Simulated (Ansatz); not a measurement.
Input of the run:

```
crystal:
  lattice:
    - [-4.9266477401, 4.9266477401, 4.9266477401]
    - [4.9266477401, -4.9266477401, 4.9266477401]
    - [4.9266477401, 4.9266477401, -4.9266477401]
  atoms:
    - { symbol: Si, position: [0.313620047, 0.313620047, 0.313620047] }
    - { symbol: Si, position: [0.0, 0.313620047, 0.0] }
    - { symbol: Si, position: [0.0, 0.0, 0.313620047] }
    - { symbol: Si, position: [0.313620047, 0.0, 0.0] }
    - { symbol: Si, position: [0.0, 0.0, 0.686379953] }
    - { symbol: Si, position: [0.686379953, 0.0, 0.0] }
    - { symbol: Si, position: [0.0, 0.686379953, 0.0] }
    - { symbol: Si, position: [0.686379953, 0.686379953, 0.686379953] }
    - { symbol: O, position: [0.5, 0.5, 0.5] }
    - { symbol: O, position: [0.0, 0.5, 0.0] }
    - { symbol: O, position: [0.0, 0.0, 0.5] }
    - { symbol: O, position: [0.5, 0.0, 0.0] }
    - { symbol: O, position: [0.189001963, 0.189001963, 0.3780039259] }
    - { symbol: O, position: [0.189001963, 0.3780039259, 0.189001963] }
    - { symbol: O, position: [0.810998037, 0.0, 0.189001963] }
    - { symbol: O, position: [0.0, 0.810998037, 0.189001963] }
    - { symbol: O, position: [0.3780039259, 0.189001963, 0.189001963] }
    - { symbol: O, position: [0.189001963, 0.810998037, 0.0] }
    - { symbol: O, position: [0.810998037, 0.189001963, 0.0] }
    - { symbol: O, position: [0.189001963, 0.0, 0.810998037] }
    - { symbol: O, position: [0.6219960741, 0.810998037, 0.810998037] }
    - { symbol: O, position: [0.810998037, 0.6219960741, 0.810998037] }
    - { symbol: O, position: [0.0, 0.189001963, 0.810998037] }
    - { symbol: O, position: [0.810998037, 0.810998037, 0.6219960741] }
basis:
  ecutwfc: 420
kpoints:
  mp_grid: { grid: [4, 4, 4] }
  band_path:
    path:
      - [[0.0, 0.0, 0.0], [0.5, -0.5, 0.5], [0.0, 0.0, 0.5], [0.0, 0.0, 0.0], [0.25, 0.25, 0.25], [0.5, -0.5, 0.5]]
      - [[0.25, 0.25, 0.25], [0.0, 0.0, 0.5]]
    npoints: 10
hamiltonian:
  xc: lda
scf:
  occupations: { method: gaussian, width: 0.02 }
  n_extra_bands: 60
output:
  forces: true
  stress: true
  eigenvalues: true
  populations: true
  dos: { projected: true, de: 0.02, nscf_kmesh: { grid: [6, 6, 6] } }
  bader: false
  write_density: true
  write_potential: true
  elf: true
  volumetric_format: npy
```

Launched with:
```bash
ansatz run input.yaml --threads 4 --pin off --max-ram 10240MiB --backend cpu --events-out ev --progress --plain --runs-dir out
```

What will the band structure look like? The path is Γ–H–N–Γ–P–H|P–N.

The bands leave a gap. The gap along this path is 5.53 eV and direct: both edges lie at Γ. The top valence level at Γ is a single band, not degenerate (spin aside). The next level lies only 0.13 eV lower. The top valence band spans 0.0 eV and the lowest conduction band 1.2 eV; the flat valence band points to heavy, poorly mobile holes. The direct gaps are 6.41 eV at P, 6.71 eV at H and 5.53 eV at Γ.

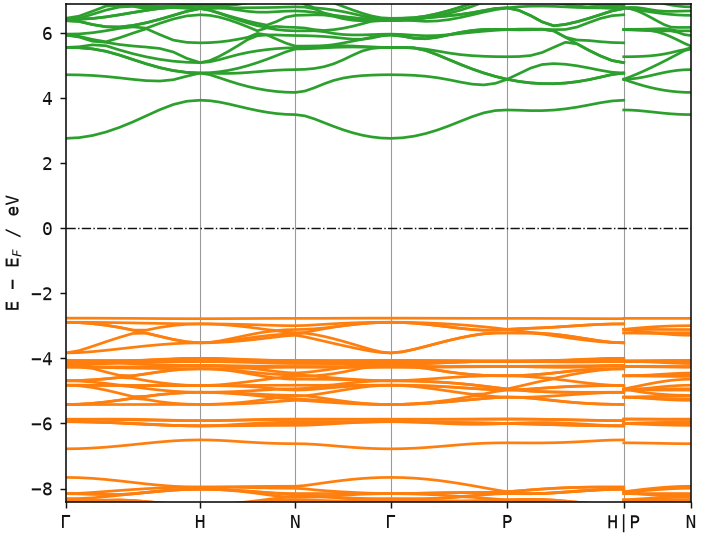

Band structure. Energies are counted from the Fermi level.
